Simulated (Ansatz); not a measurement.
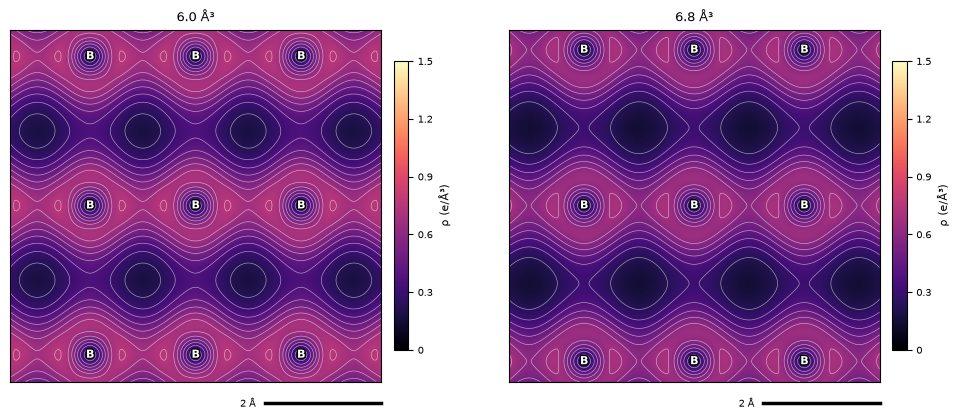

B. The valence charge density (pseudo) of cells scaled evenly to different volumes (given per atom above each panel), on the (011) plane of each (indices in the axes of the cell below), at one length scale and on one colour scale.

A generated structure, not necessarily the stable one; computed without spin polarisation.

Level of theory: DFT, RPBE, plane waves (420 eV) with PAW, scalar-relativistic in Ansatz 0.2.0.

Core electrons are frozen (PAW), and the valence fields are smoothed inside the atomic spheres.

The largest cell:

```
CELL_PARAMETERS angstrom
1.89387 0.00000 0.00000
0.00000 1.89387 0.00000
0.00000 0.00000 1.89387
ATOMIC_POSITIONS crystal
B 0.00000 0.00000 0.00000
```

| volume (Å³/atom) | B–B contact in the plane (Å) | ρ at its midpoint (e/Å³) | 
| --- | --- | --- |
| 5.98 | 1.815 | 0.681 | 
| 6.25 | 1.842 | ? | 
| 6.79 | 1.894 | 0.598 | 

Question: What values belong in the row with question marks?

Answer: Over the known rows ln ρ falls by 1.65 per Å of B–B distance (the line through the two), which gives 0.651 e/Å³ at 1.842 Å; the calculation gives 0.651 e/Å³.
